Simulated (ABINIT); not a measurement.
Run report: ZrB$_{2}$, geometry relaxation (part 3 of 3)

The same run, continued: ZrB$_{2}$ (P6/mmm, 3 atoms in the cell); Kohn-Sham DFT of a periodic cell, LDA-PZ, JTH PAW LDA v2.0, no spin polarisation (ABINIT 10.8.3); cutoff 462.59 eV, 10×10×8 k-mesh, fermi-dirac of 0.05 eV. The structure derives from an entry of the Crystallography Open Database.

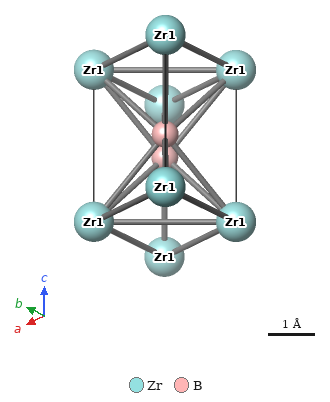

**Figure 1.** The geometry at step 3 of the log (ball-and-stick view of the cell of the calculation, seen at an oblique angle; atoms are numbered from 1 in the order of the input).

### Log, continued
```
--- !ResultsGS
iteration_state: {dtset: 1, itime: 5, icycle: 1, }
comment   : Summary of ground state results
lattice_vectors:
- [  5.8854185,   0.0000000,   0.0000000, ]
- [ -2.9427093,   5.0969220,   0.0000000, ]
- [  0.0000000,   0.0000000,   6.5577903, ]
lattice_lengths: [   5.88542,    5.88542,    6.55779, ]
lattice_angles: [ 90.000,  90.000, 120.000, ] # degrees, (23, 13, 12)
lattice_volume:   1.9671744E+02
convergence: {deltae: -1.940E-12, res2:  2.109E-10, residm:  3.277E-07, diffor: null, }
etotal    :  -5.35556903E+01
entropy   :   0.00000000E+00
fermie    :   4.75232347E-01
cartesian_stress_tensor: # hartree/bohr^3
- [ -1.69857807E-04,   0.00000000E+00,   0.00000000E+00, ]
- [  0.00000000E+00,  -1.69857807E-04,   0.00000000E+00, ]
- [  0.00000000E+00,   0.00000000E+00,  -1.66671509E-04, ]
pressure_GPa:   4.9661E+00
xred      :
- [  3.9436E-32,   1.9718E-32,   0.0000E+00, Zr]
- [  6.6667E-01,   3.3333E-01,   5.0000E-01,  B]
- [  3.3333E-01,   6.6667E-01,   5.0000E-01,  B]
cartesian_forces: # hartree/bohr
- [ -0.00000000E+00,  -0.00000000E+00,  -0.00000000E+00, ]
- [ -0.00000000E+00,  -8.25450770E-31,  -0.00000000E+00, ]
- [ -0.00000000E+00,   8.25450770E-31,  -0.00000000E+00, ]
force_length_stats: {min:   0.00000000E+00, max:   8.25450770E-31, mean:   5.50300514E-31, }
...

 Integrated electronic density in atomic spheres:
 ------------------------------------------------
 Atom  Sphere_radius  Integrated_density
    1        2.22030          9.20289602
    2        1.70617          1.86143475
    3        1.70617          1.86143475

---OUTPUT-----------------------------------------------------------------------

 Cartesian coordinates (xcart) [bohr]
  1.74072081918498E-31  1.00500563353922E-31  0.00000000000000E+00
  2.94270926773686E+00  1.69897398787675E+00  3.27889513131701E+00
 -9.61810214494102E-17  3.39794797575349E+00  3.27889513131701E+00
 Reduced coordinates (xred)
  3.94357865673594E-32  1.97178932836439E-32  0.00000000000000E+00
  6.66666666666666E-01  3.33333333333333E-01  5.00000000000000E-01
  3.33333333333333E-01  6.66666666666666E-01  5.00000000000000E-01
 Cartesian forces (fcart) [Ha/bohr]; max,rms= 8.25451E-31 3.89121E-31 (free atoms)
 -0.00000000000000E+00 -0.00000000000000E+00 -0.00000000000000E+00
 -0.00000000000000E+00 -8.25450770327695E-31 -0.00000000000000E+00
 -0.00000000000000E+00  8.25450770327695E-31 -0.00000000000000E+00
 Gradient of E wrt nuclear positions in reduced coordinates (gred)
  0.00000000000000E+00 -0.00000000000000E+00  0.00000000000000E+00
  0.00000000000000E+00  4.20725816117873E-30  0.00000000000000E+00
 -0.00000000000000E+00 -4.20725816117873E-30 -0.00000000000000E+00
 Scale of Primitive Cell (acell) [bohr]
  5.88541853547373E+00  5.88541853547909E+00  6.55779026263401E+00
 Real space primitive translations (rprimd) [bohr]
  5.88541853547373E+00  0.00000000000000E+00  0.00000000000000E+00
 -2.94270926773687E+00  5.09692196363024E+00  0.00000000000000E+00
  0.00000000000000E+00  0.00000000000000E+00  6.55779026263401E+00
 Unitary Cell Volume (ucvol) [Bohr^3]=  1.96717437992280E+02
 Angles (23,13,12)= [degrees]
  9.00000000000000E+01  9.00000000000000E+01  1.19999999999970E+02
 Lengths [Bohr]
  5.88541853547373E+00  5.88541853547909E+00  6.55779026263401E+00
 Stress tensor in cartesian coordinates (strten) [Ha/bohr^3]
 -1.69857807269375E-04  0.00000000000000E+00  0.00000000000000E+00
  0.00000000000000E+00 -1.69857807295505E-04  0.00000000000000E+00
  0.00000000000000E+00  0.00000000000000E+00 -1.66671508942744E-04
 Total energy (etotal) [Ha]= -5.35556902649417E+01

 Difference of energy with previous step (new-old):
           Absolute (Ha)=-4.10394E-06
           Relative     =-7.66294E-08

--- Iteration: ( 6/60) Internal Cycle: (1/1)
--------------------------------------------------------------------------------

---SELF-CONSISTENT-FIELD CONVERGENCE--------------------------------------------

--- !BeginCycle
iteration_state: {dtset: 1, itime: 6, icycle: 1, }
solver: {iscf: 17, nstep: 100, nline: 4, wfoptalg: 10, }
tolerances: {tolvrs: 1.00E-09, }
...

     iter   Etot(hartree)      deltaE(h)  residm     nres2
 ETOT  1  -53.555687601340    -5.356E+01 4.400E-07 4.792E-05
 ETOT  2  -53.555687463254     1.381E-07 1.030E-07 2.743E-06
 ETOT  3  -53.555687456134     7.120E-09 9.473E-08 1.093E-07
 ETOT  4  -53.555687455966     1.686E-10 5.925E-08 5.490E-09
 ETOT  5  -53.555687455965     7.176E-13 8.913E-08 2.120E-10

 At SCF step    5       nres2   =  2.12E-10 < tolvrs=  1.00E-09 =>converged.

 Cartesian components of stress tensor (hartree/bohr^3)
  sigma(1 1)= -1.69602133E-04  sigma(3 2)=  0.00000000E+00
  sigma(2 2)= -1.69602133E-04  sigma(3 1)=  0.00000000E+00
  sigma(3 3)= -1.69438747E-04  sigma(2 1)=  0.00000000E+00

--- !ResultsGS
iteration_state: {dtset: 1, itime: 6, icycle: 1, }
comment   : Summary of ground state results
lattice_vectors:
- [  5.8857238,   0.0000000,   0.0000000, ]
- [ -2.9428619,   5.0971863,   0.0000000, ]
- [  0.0000000,   0.0000000,   6.5565462, ]
lattice_lengths: [   5.88572,    5.88572,    6.55655, ]
lattice_angles: [ 90.000,  90.000, 120.000, ] # degrees, (23, 13, 12)
lattice_volume:   1.9670052E+02
convergence: {deltae:  7.176E-13, res2:  2.120E-10, residm:  8.913E-08, diffor: null, }
etotal    :  -5.35556875E+01
entropy   :   0.00000000E+00
fermie    :   4.75271694E-01
cartesian_stress_tensor: # hartree/bohr^3
- [ -1.69602133E-04,   0.00000000E+00,   0.00000000E+00, ]
- [  0.00000000E+00,  -1.69602133E-04,   0.00000000E+00, ]
- [  0.00000000E+00,   0.00000000E+00,  -1.69438747E-04, ]
pressure_GPa:   4.9883E+00
xred      :
- [  3.9503E-32,   1.9751E-32,   0.0000E+00, Zr]
- [  6.6667E-01,   3.3333E-01,   5.0000E-01,  B]
- [  3.3333E-01,   6.6667E-01,   5.0000E-01,  B]
cartesian_forces: # hartree/bohr
- [  2.38274755E-31,   1.37567994E-31,  -0.00000000E+00, ]
- [ -4.76549510E-31,   5.50271975E-31,  -0.00000000E+00, ]
- [  2.38274755E-31,  -6.87839969E-31,  -0.00000000E+00, ]
force_length_stats: {min:   2.75135988E-31, max:   7.27941400E-31, mean:   5.77006263E-31, }
...

 Integrated electronic density in atomic spheres:
 ------------------------------------------------
 Atom  Sphere_radius  Integrated_density
    1        2.22030          9.20768686
    2        1.70617          1.86133327
    3        1.70617          1.86133327

---OUTPUT-----------------------------------------------------------------------

 Cartesian coordinates (xcart) [bohr]
  1.74376537939823E-31  1.00676341119790E-31  0.00000000000000E+00
  2.94286188303472E+00  1.69906210036005E+00  3.27827310494865E+00
 -3.18265161678546E-16  3.39812420072009E+00  3.27827310494865E+00
 Reduced coordinates (xred)
  3.95027119564528E-32  1.97513559781905E-32  0.00000000000000E+00
  6.66666666666666E-01  3.33333333333333E-01  5.00000000000000E-01
  3.33333333333333E-01  6.66666666666666E-01  5.00000000000000E-01
 Cartesian forces (fcart) [Ha/bohr]; max,rms= 6.87840E-31 3.55199E-31 (free atoms)
  2.38274754779416E-31  1.37567993812821E-31 -0.00000000000000E+00
 -4.76549509558831E-31  5.50271975251283E-31 -0.00000000000000E+00
  2.38274754779416E-31 -6.87839969064104E-31 -0.00000000000000E+00
 Gradient of E wrt nuclear positions in reduced coordinates (gred)
 -1.40241938705958E-30  3.30849708372623E-47 -0.00000000000000E+00
  2.80483877411915E-30 -4.20725816117873E-30 -0.00000000000000E+00
 -1.40241938705958E-30  4.20725816117873E-30 -0.00000000000000E+00
 Scale of Primitive Cell (acell) [bohr]
  5.88572376606945E+00  5.88572376607480E+00  6.55654620989730E+00
 Real space primitive translations (rprimd) [bohr]
  5.88572376606945E+00  0.00000000000000E+00  0.00000000000000E+00
 -2.94286188303472E+00  5.09718630108014E+00  0.00000000000000E+00
  0.00000000000000E+00  0.00000000000000E+00  6.55654620989730E+00
 Unitary Cell Volume (ucvol) [Bohr^3]=  1.96700520542546E+02
 Angles (23,13,12)= [degrees]
  9.00000000000000E+01  9.00000000000000E+01  1.19999999999970E+02
 Lengths [Bohr]
  5.88572376606945E+00  5.88572376607480E+00  6.55654620989730E+00
 Stress tensor in cartesian coordinates (strten) [Ha/bohr^3]
 -1.69602133018396E-04  0.00000000000000E+00  0.00000000000000E+00
  0.00000000000000E+00 -1.69602133044532E-04  0.00000000000000E+00
  0.00000000000000E+00  0.00000000000000E+00 -1.69438746545923E-04
 Total energy (etotal) [Ha]= -5.35556874559651E+01

 Difference of energy with previous step (new-old):
           Absolute (Ha)= 2.80898E-06
           Relative     = 5.24496E-08

 At Broyd/MD step   6, gradients are converged :
  max grad (force/stress) = 5.0775E-05 < tolmxf= 1.0000E-04 ha/bohr (free atoms)

================================================================================

 ----iterations are completed or convergence reached----

 Mean square residual over all n,k,spin=   10.054E-11; max=  89.126E-09
 reduced coordinates (array xred) for    3 atoms
       0.000000000000      0.000000000000      0.000000000000
       0.666666666667      0.333333333333      0.500000000000
       0.333333333333      0.666666666667      0.500000000000
 rms dE/dt=  2.4291E-30; max dE/dt=  4.2073E-30; dE/dt below (all hartree)
    1       0.000000000000      0.000000000000      0.000000000000
    2       0.000000000000     -0.000000000000      0.000000000000
    3       0.000000000000      0.000000000000      0.000000000000

 cartesian coordinates (angstrom) at end:
    1      0.00000000000000     0.00000000000000     0.00000000000000
    2      1.55729544228058     0.89910494280956     1.73478741707814
    3     -0.00000000000000     1.79820988561912     1.73478741707814

 cartesian forces (hartree/bohr) at end:
    1      0.00000000000000     0.00000000000000    -0.00000000000000
    2     -0.00000000000000     0.00000000000000    -0.00000000000000
    3      0.00000000000000    -0.00000000000000    -0.00000000000000
 frms,max,avg= 3.5519903E-31 6.8783997E-31   0.000E+00  0.000E+00  0.000E+00 h/b

 cartesian forces (eV/Angstrom) at end:
    1      0.00000000000000     0.00000000000000    -0.00000000000000
    2     -0.00000000000000     0.00000000000000    -0.00000000000000
    3      0.00000000000000    -0.00000000000000    -0.00000000000000
 frms,max,avg= 1.8265069E-29 3.5370153E-29   0.000E+00  0.000E+00  0.000E+00 e/A
 length scales=  5.885723766069  5.885723766075  6.556546209897 bohr
              =  3.114590884561  3.114590884564  3.469574834156 angstroms
 Fermi (or HOMO) energy (eV) =  12.93280   Average Vxc (eV)= -12.85756
 Eigenvalues (   eV  ) for nkpt=  70  k points:
 kpt#   1, nband= 13, wtk=  0.00125, kpt=  0.0000  0.0000  0.0000 (reduced coord)
 -35.29305  -13.56267  -12.91895  -12.91895    0.21820   10.30620   10.30620   10.32412
  10.77124   16.66759   16.66759   17.46281   17.46281
 prteigrs : prtvol=0 or 1, do not print more k-points.

--- !EnergyTerms
iteration_state     : {dtset: 1, itime: 6, icycle: 1, }
comment             : Components of total free energy in Hartree
kinetic             :  1.57883966875780E+01
hartree             :  6.61071353869257E+00
xc                  : -9.08368154006950E+00
Ewald energy        : -4.91626416061319E+01
psp_core            :  2.15261193662388E+00
local_psp           : -3.11528502310296E+01
PAW spherical_terms :  1.12918618070769E+01
internal            : -5.35555894072596E+01
'-kT*entropy'       : -9.88646083280992E-05
total_energy        : -5.35556882718679E+01
total_energy_eV     : -1.45732451923515E+03
...

--- !EnergyTermsDC
iteration_state     : {dtset: 1, itime: 6, icycle: 1, }
comment             : '"Double-counting" decomposition of free energy'
band_energy         : -2.69659754872572E+00
Ewald energy        : -4.91626416061319E+01
psp_core            :  2.15261193662388E+00
xc_dc               : -5.08195974630686E+00
PAW spherical_terms :  1.23299837318379E+00
internal            : -5.35555885913568E+01
'-kT*entropy'       : -9.88646083280992E-05
total_energy_dc     : -5.35556874559651E+01
total_energy_dc_eV  : -1.45732449703331E+03
...

--- !EnergyTermsWithPAWCore
iteration_state     : {dtset: 1, itime: 6, icycle: 1, }
comment             : 'Components of total free energy, including PAW core contributions'
Total energy        : -3.64426260172734E+03
Total energy DC     : -3.64426260091144E+03
Total energy (eV)   : -9.91654372373863E+04
Total energy DC (eV): -9.91654372151845E+04
...

 Cartesian components of stress tensor (hartree/bohr^3)
  sigma(1 1)= -1.69602133E-04  sigma(3 2)=  0.00000000E+00
  sigma(2 2)= -1.69602133E-04  sigma(3 1)=  0.00000000E+00
  sigma(3 3)= -1.69438747E-04  sigma(2 1)=  0.00000000E+00

-Cartesian components of stress tensor (GPa)         [Pressure=  4.9883E+00 GPa]
- sigma(1 1)= -4.98986703E+00  sigma(3 2)=  0.00000000E+00
- sigma(2 2)= -4.98986703E+00  sigma(3 1)=  0.00000000E+00
- sigma(3 3)= -4.98506003E+00  sigma(2 1)=  0.00000000E+00

== END DATASET(S) ==============================================================
================================================================================

 -outvars: echo values of variables after computation  --------
            acell      5.8857237661E+00  5.8857237661E+00  6.5565462099E+00 Bohr
           etotal     -5.3555687456E+01
            fcart      2.3827475478E-31  1.3756799381E-31 -0.0000000000E+00
                      -4.7654950956E-31  5.5027197525E-31 -0.0000000000E+00
                       2.3827475478E-31 -6.8783996906E-31 -0.0000000000E+00
            rprim      1.0000000000E+00  0.0000000000E+00  0.0000000000E+00
                      -5.0000000000E-01  8.6602540378E-01  0.0000000000E+00
                       0.0000000000E+00  0.0000000000E+00  1.0000000000E+00
           strten     -1.6960213302E-04 -1.6960213304E-04 -1.6943874655E-04
                       0.0000000000E+00  0.0000000000E+00  0.0000000000E+00
           xangst      9.2276089931E-32  5.3275625362E-32  0.0000000000E+00
                       1.5572954423E+00  8.9910494281E-01  1.7347874171E+00
                      -1.6841867047E-16  1.7982098856E+00  1.7347874171E+00
             xred      3.9502711956E-32  1.9751355978E-32  0.0000000000E+00
                       6.6666666667E-01  3.3333333333E-01  5.0000000000E-01
                       3.3333333333E-01  6.6666666667E-01  5.0000000000E-01
 Calculation completed.
```

### Trajectory as extended XYZ (Å, eV, eV/Å), 6 frames, from step=0 to step=5
```
3
Lattice="3.1700 0.0000 0.0000 -1.5850 2.7453 0.0000 0.0000 0.0000 3.5330" Properties=species:S:1:pos:R:3:forces:R:3 step=0 energy=-1457.30397
Zr    0.0000    0.0000    0.0000    0.0000   0.0000   0.0000
B     1.5850    0.9151    1.7665    0.0000   0.0000   0.0000
B     0.0000    1.8302    1.7665    0.0000   0.0000   0.0000
3
Lattice="3.1254 0.0000 0.0000 -1.5627 2.7066 0.0000 0.0000 0.0000 3.4863" Properties=species:S:1:pos:R:3:forces:R:3 step=1 energy=-1457.33170
Zr    0.0000    0.0000    0.0000    0.0000   0.0000   0.0000
B     1.5627    0.9022    1.7432    0.0000   0.0000   0.0000
B     0.0000    1.8044    1.7432    0.0000   0.0000   0.0000
3
Lattice="3.1128 0.0000 0.0000 -1.5564 2.6958 0.0000 0.0000 0.0000 3.4711" Properties=species:S:1:pos:R:3:forces:R:3 step=2 energy=-1457.32382
Zr    0.0000    0.0000    0.0000    0.0000   0.0000   0.0000
B     1.5564    0.8986    1.7355    0.0000   0.0000   0.0000
B     0.0000    1.7972    1.7355    0.0000   0.0000   0.0000
3
Lattice="3.1139 0.0000 0.0000 -1.5570 2.6967 0.0000 0.0000 0.0000 3.4710" Properties=species:S:1:pos:R:3:forces:R:3 step=3 energy=-1457.32446
Zr    0.0000    0.0000    0.0000    0.0000   0.0000   0.0000
B     1.5570    0.8989    1.7355    0.0000   0.0000   0.0000
B     0.0000    1.7978    1.7355    0.0000   0.0000   0.0000
3
Lattice="3.1144 0.0000 0.0000 -1.5572 2.6972 0.0000 0.0000 0.0000 3.4702" Properties=species:S:1:pos:R:3:forces:R:3 step=4 energy=-1457.32457
Zr    0.0000    0.0000    0.0000    0.0000   0.0000   0.0000
B     1.5572    0.8991    1.7351    0.0000   0.0000   0.0000
B     0.0000    1.7981    1.7351    0.0000   0.0000   0.0000
3
Lattice="3.1146 0.0000 0.0000 -1.5573 2.6973 0.0000 0.0000 0.0000 3.4696" Properties=species:S:1:pos:R:3:forces:R:3 step=5 energy=-1457.32450
Zr    0.0000    0.0000    0.0000    0.0000   0.0000   0.0000
B     1.5573    0.8991    1.7348    0.0000   0.0000   0.0000
B     0.0000    1.7982    1.7348    0.0000   0.0000   0.0000
```

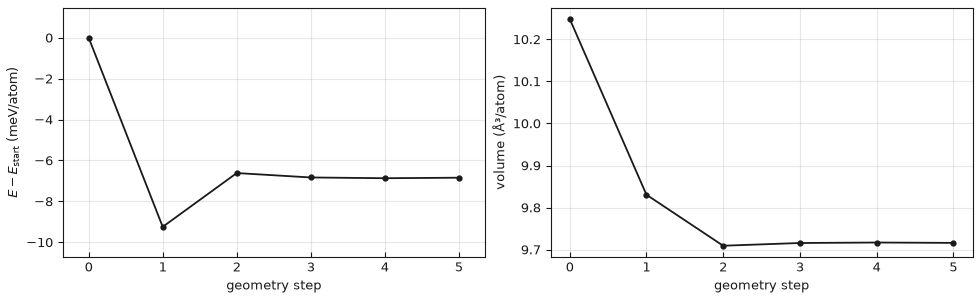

**Figure 2.** Progress of the relaxation, step by step (steps are counted from 0).

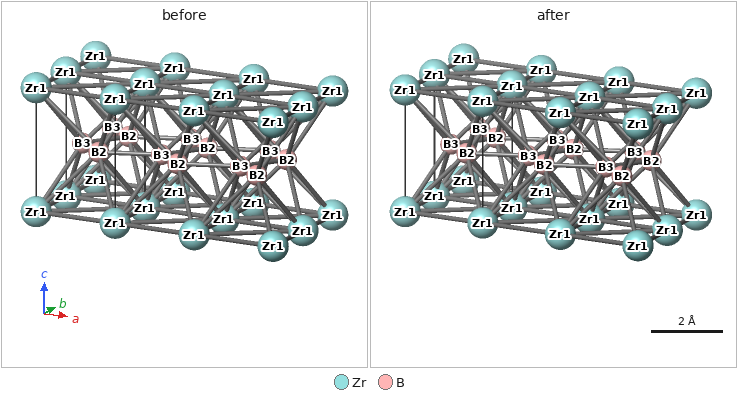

**Figure 3.** Before (left) and after (right) the relaxation, at one scale (ball-and-stick view of the cell of the calculation, repeated 3 × 2 × 1, seen slightly off an axis). Over 5 geometry steps the energy falls by 6.8 meV per atom. All forces vanish by symmetry, so only the cell relaxes. The atoms keep their places relative to the cell (all moves are under 0.005 Å). The volume changes by −5.2 %, with a = b 3.170 → 3.115 Å (−1.7 %), c 3.533 → 3.470 Å (−1.8 %). Distances before and after: Zr1–Zr1 3.170 → 3.115 Å, Zr1–B2 2.544 → 2.499 Å, B2–B3 1.830 → 1.798 Å. The space group stays P6/mmm (No. 191). (Atoms are counted from 1 in the order of the input.)

This output came from the following input.

### The input
```
pp_dirpath "./"
pseudos "Zr.LDA_PW-JTH.xml, B.LDA_PW-JTH.xml"

acell 3*1.0 Angstrom
rprim
     3.1700000000     0.0000000000     0.0000000000
    -1.5850000000     2.7453005300     0.0000000000
     0.0000000000     0.0000000000     3.5330000000
ntypat 2
znucl 40 5
natom 3
typat 1 2 2
xred
     0.0000000000     0.0000000000     0.0000000000
     0.6666666667     0.3333333333     0.5000000000
     0.3333333333     0.6666666667     0.5000000000
chkprim 0
chksymtnons 0
tolsym 1.0e-6

ecut 462.593566 eV
pawecutdg 34.0

kptopt 1
ngkpt 10 10 8
nshiftk 1
shiftk 0.0 0.0 0.0

ixc 2

nband 13
occopt 3
tsmear 0.00183747

nstep 100
tolvrs 1.0e-9

iomode 3
prtwf 0
prtden 0
prteig 0
prtebands 0
enunit 1

ionmov 2
ntime 60
tolmxf 0.0001
optcell 2
dilatmx 1.08
ecutsm 0.5
strtarget 3*-1.699465e-04 3*0.0
```

Command:
```bash
abinit run.abi > log 2>&1
```

### Summary

```tsv
quantity	value
outcome	converged
space group (tolerance 0.01 Å)	P6/mmm (191)
electrons treated	18
free energy	−1457.3245 eV
Fermi energy	12.933 eV
gap on the k-point mesh	none (metallic)
pressure	4.99 GPa
final volume	29.15 Å³
largest force (length of the vector) at the end	under 0.001 eV/Å
final cell	a = 3.115 Å, b = 3.115 Å, c = 3.470 Å, α = 90.00°, β = 90.00°, γ = 120.00°
hardware	1 thread of Arm Neoverse V2, 24 GiB of memory available, shared host
wall time	82 s
peak memory	0.11 GiB
```
